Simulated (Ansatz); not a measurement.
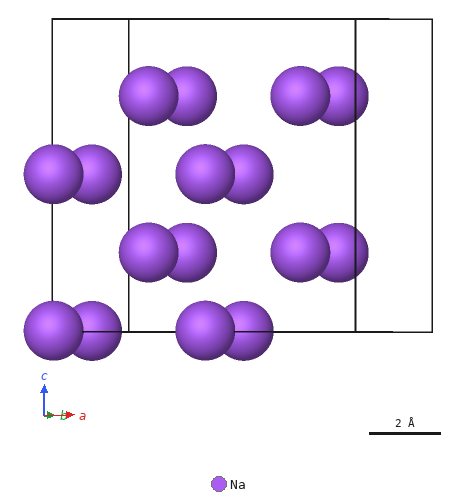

Starting frame of a dynamics run of a 16-atom cell of Na. The cell was cut from the bcc crystal. Style: spheres-only. Shown: the simulation cell, from a free direction.

Method: Ansatz, DFT PBE, scalar-relativistic, plane waves, PAW.

The input:
```yaml
accuracy: low
crystal:
  lattice:
    - [8.863454, 0.0, 0.0]
    - [0.0, 8.863454, 0.0]
    - [0.0, 0.0, 8.863454]
  atoms:
    - { symbol: Na, position: [0.0, 0.0, 0.0] }
    - { symbol: Na, position: [0.5, 0.0, 0.0] }
    - { symbol: Na, position: [0.0, 0.5, 0.0] }
    - { symbol: Na, position: [0.0, 0.0, 0.5] }
    - { symbol: Na, position: [0.25, 0.25, 0.25] }
    - { symbol: Na, position: [0.5, 0.5, 0.0] }
    - { symbol: Na, position: [0.5, 0.0, 0.5] }
    - { symbol: Na, position: [0.75, 0.25, 0.25] }
    - { symbol: Na, position: [0.0, 0.5, 0.5] }
    - { symbol: Na, position: [0.25, 0.75, 0.25] }
    - { symbol: Na, position: [0.25, 0.25, 0.75] }
    - { symbol: Na, position: [0.5, 0.5, 0.5] }
    - { symbol: Na, position: [0.75, 0.75, 0.25] }
    - { symbol: Na, position: [0.75, 0.25, 0.75] }
    - { symbol: Na, position: [0.25, 0.75, 0.75] }
    - { symbol: Na, position: [0.75, 0.75, 0.75] }
basis:
  ecutwfc: 420.0
kpoints:
  mp_grid: { grid: [1, 1, 1] }
hamiltonian:
  xc: pbe
scf:
  occupations: { method: fermi_dirac, width: 0.11 }
  lower_state_search: "off"
md:
  timestep: 3.0
  n_steps: 300
  ensemble: nve
  temperature: 2600.0
  initial_velocities: maxwell_boltzmann
  seed: 795322
```

Run as
```bash
ansatz run input.yaml --threads 1 --pin off --max-ram 3072MiB --backend cpu --events-out ev --progress --plain --runs-dir out
```

Predict how the run goes.

Answer. Over the second half the temperature averages 1164 K (spread ±169 K). The first frame carries almost no forces, so kinetic energy first flows into potential energy: the temperature drops from 2600 to 1082 K within 63 fs, and without a thermostat its mean stays below the start. The potential energy in the second half lies on average 174 meV per atom above the first frame. In the second half of the run the atoms are, in the root-mean-square, this far from where they began (common drift taken out): Na 3.21 Å. That is a large part of the typical shortest distance between atoms in the first frame, about 3.8 Å and still growing: the atoms leave their places as in a liquid, so the crystal loses its order. The total energy stays between −0.056 and 0.19 meV per atom of its start. A straight-line fit has a slope that amounts to −0.0014 meV per atom over 900 fs (under 0.1 % of the mean kinetic energy), and the ripple about it is 0.1 % of the kinetic energy's fluctuation. With a drift under 2 % and a ripple under 7 %, the integration is accurate.

Along the run (each row but the first and the last is the mean over the interval that it begins):

| time (fs) | potential energy (meV/atom) | T (K) |
| --- | --- | --- |
| 0.0 | 0.0 | 2600 |
| 111.0 | 152.3 | 1343 |
| 222.0 | 153.9 | 1331 |
| 333.0 | 165.3 | 1236 |
| 444.0 | 155.0 | 1321 |
| 555.0 | 190.1 | 1032 |
| 666.0 | 177.8 | 1134 |
| 777.0 | 172.4 | 1178 |
| 888.0 | 163.0 | 1255 |

The paths of the atoms:

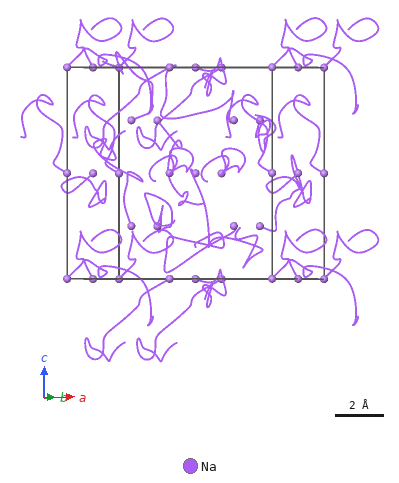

Limits of the set-up: the k-point mesh is coarse for a cell with partly filled bands; the program's low-accuracy preset was used.

The run took 7.5 min on 1 thread of Intel(R) Xeon(R) 6975P-C (Granite Rapids) (shared host), peak memory 0.7 GiB.
